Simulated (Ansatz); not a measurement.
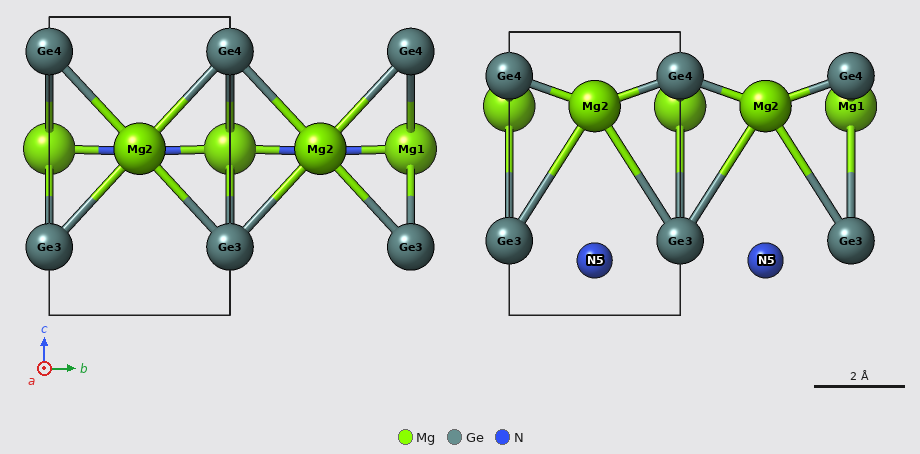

Two geometries of a crystal of Mg₂Ge₂N (a generated structure, set up in P4mm) (coarse preliminary run), drawn at one scale. One is the start of a relaxation, the other its converged end. Style: ball-and-stick. Shown: the cell of the calculation, repeated 1 × 2 × 1 with one cell outlined, along the a axis.

These are results of Ansatz 0.2.0, DFT PBE, scalar-relativistic, plane waves, PAW, not measurements. (plane-wave cutoff 420 eV; k-point mesh 4 × 4 × 4; occupations gaussian; smearing width 0.1 eV; no spin polarisation; cell and atoms relaxed; force threshold 0.04 eV/Å; at most 70 steps)

Which of the two is the end point?

Answer. The left one is the relaxed one. The largest move relative to the cell is that of N5, 2.37 Å along +c. By element the largest moves are N 2.37 Å, Mg 1.20 Å, Ge 0.26 Å. Cell: a = b 3.823 → 4.044 Å (+5.8 %), c 6.337 → 6.674 Å (+5.3 %). Volume +17.9 %. Among the contacts that change: Mg1–N5 3.946 → 2.023 Å, Mg1–Ge4 2.027 → 2.970 Å, Mg1–Ge3 3.566 → 2.986 Å, Ge3–Ge4 2.651 → 2.302 Å. New bonds form: Mg1–N5 (3.95 → 2.02 Å), Mg2–N5 (3.95 → 2.02 Å). Among the angles between lasting bonds that change: Ge4–Mg1–Ge4 141.1° → 85.8°, Mg1–Ge4–Mg1 141.1° → 85.8°, Mg1–Ge4–Ge3 109.5° → 137.1°. The space group stays P4mm (No. 99). After 13 accepted moves (15 points after the start) the energy has fallen by 10.372 eV per cell of the calculation. The largest force component goes from 8.2 to 0.038 eV/Å. Pressure: 30.46 GPa at the start and 0.33 GPa at the end. The line search rejected the trial step at point 13 of the run. The SCF was repeated once at an unchanged geometry on a basis and grid sized afresh for the cell, which shifted the energy by 22.8 meV per cell of the calculation at most.

Limits of the set-up: the k-point mesh is coarse for a cell with partly filled bands.
